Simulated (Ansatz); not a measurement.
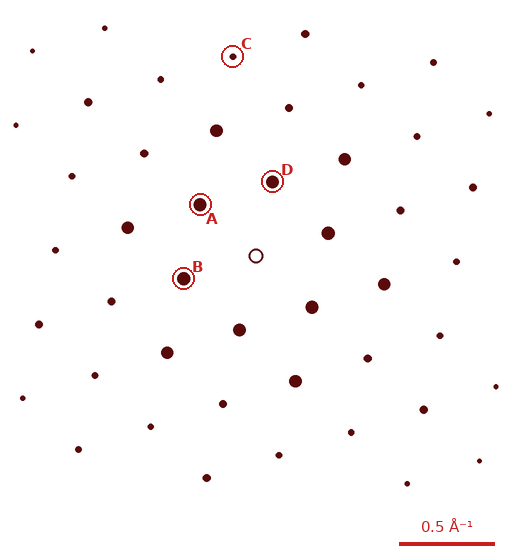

Kinematic zone-axis pattern, calculated for 300 keV electrons with B = 0.8 Å². The zone axis points towards the electron source and the pattern is seen from the source side.

The sample is Al, space group P6_3/mmc (No. 194), a = 2.888 Å, c = 4.884 Å (hexagonal axes). Structure: coordinates from a relaxation with Ansatz 0.2.0, DFT, BLYP, plane waves (420 eV) with PAW, scalar-relativistic; the starting structure was generated, so it need not be a known form of this composition.

| atom | site | symmetry | x | y | z |
| --- | --- | --- | --- | --- | --- |
| Al | 2c | -6m2 | 0.3333 | 0.6667 | 0.2500 |

Spot A is indexed -1 0 0 and spot B 0 -1 0.

**What are the indices of the remaining marked spots?**

C = 3A − 2B = -3 2 0 (d = 0.945 Å). D = A − B = -1 1 0 (d = 2.501 Å).

**Give [uvw].**

The cross product of A and B is parallel to [001]; every spot obeys hu + kv + lw = 0.

**What are the spacings of A and B and the angle between them?**

d(A) = 2.501 Å, d(B) = 2.501 Å, and the angle is 60.0°.
